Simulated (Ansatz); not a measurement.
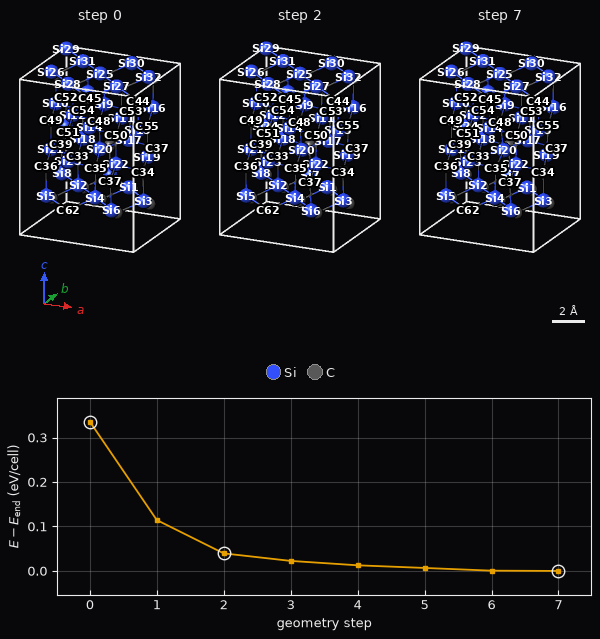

Frames of a relaxation of a defect cell of composition Si$_{32}$C$_{31}$ (cell charge −1), marked on the history of the run. The picture is a ball-and-stick view of the cell of the calculation (origin shifted), seen slightly off an axis.

Case: C vacancy (site b), charge -1, atoms relaxed at the host's cell.

Theory: DFT PBE, scalar-relativistic, plane waves, PAW (Ansatz 0.2.0). (plane-wave cutoff 420 eV; k-point mesh 2 × 2 × 2; occupations gaussian; smearing width 0.01 eV; mesh shifted by (0.5, 0.5, 0.5); collinear spin; atoms relaxed in a fixed cell; force threshold 0.025 eV/Å; at most 45 steps)

What happens along the run?

A Si atom moves most: 0.24 Å roughly along [3 1 −1]. By element the largest moves are Si 0.24 Å, C 0.12 Å. The lattice vectors keep their values. Among the contacts that change: Si–Si 2.745 → 2.580 Å, C–Si 1.849 → 1.955 Å, C–Si 1.947 → 1.894 Å, C–Si 1.880 → 1.928 Å. Among the angles between lasting bonds that change: Si–Si–C 142.4° → 152.6°, C–Si–C 115.4° → 106.7°, C–Si–C 104.2° → 98.4°. The energy falls by 0.336 eV per cell of the calculation in 7 geometry steps. Largest force component: 0.98 eV/Å at the start, 0.022 eV/Å at the end. From step 0 to 2: a Si atom moves most (0.13 Å), energy −0.296 eV per cell of the calculation. From step 2 to 7: a Si atom moves most (0.13 Å), energy −39.5 meV per cell of the calculation.

| step | E − E(0), meV/atom | largest force component, eV/Å |
| --- | --- | --- |
| 0 | 0.00 | 0.9831 |
| 1 | -3.51 | 0.4623 |
| 2 | -4.70 | 0.2300 |
| 3 | -4.97 | 0.1451 |
| 4 | -5.13 | 0.1043 |
| 5 | -5.22 | 0.2368 |
| 6 | -5.32 | 0.0376 |
| 7 | -5.33 | 0.0217 |

Limits of the set-up: the periodic images lie only 8.2 Å apart, so the values are limited by the cell's size; the cell is charged, on a uniform background, and energies carry no finite-size correction.
